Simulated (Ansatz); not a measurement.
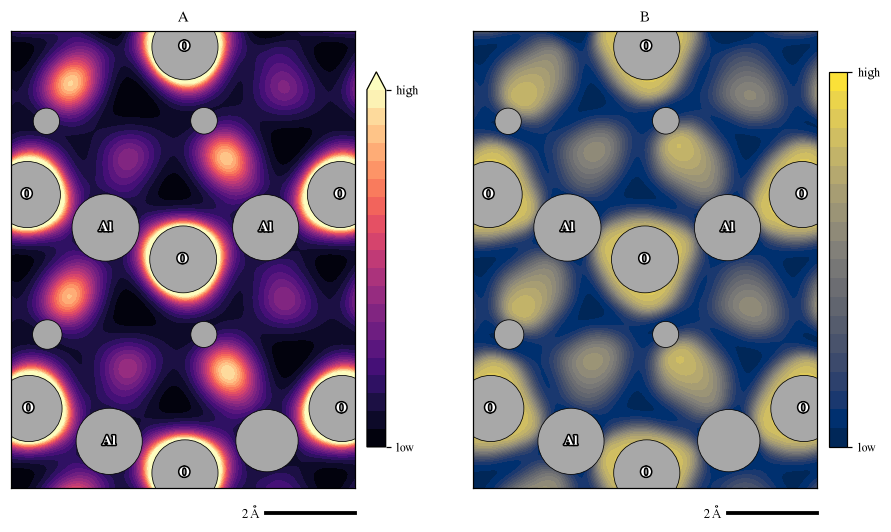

Al$_{16}$HO$_{24}$ (cell charge +1, with a compensating background) (cell with a defect): 2 fields on the (110) plane of the calculation cell, with unlabelled colour scales. Grey discs cover the atomic cores.

Computed with DFT PBEsol, scalar-relativistic, plane waves, PAW (Ansatz 0.2.0).

Question: Match the panels to the quantities (electron localisation function and valence pseudo-density).

Answer: Panel A: valence pseudo-density. Panel B: electron localisation function. From the grid: Al–O (1.85 Å): ρ at the midpoint is about 0.65 e/Å³; the ELF peaks at about 0.85 in the valence shell of O, 0.7 Å from its nucleus, and is about 0.80 at the midpoint. Al–O (1.91 Å): ρ is about 0.58 e/Å³ halfway; the ELF peaks at about 0.85 in the valence shell of O, 0.7 Å from its nucleus, and is about 0.80 at the midpoint.
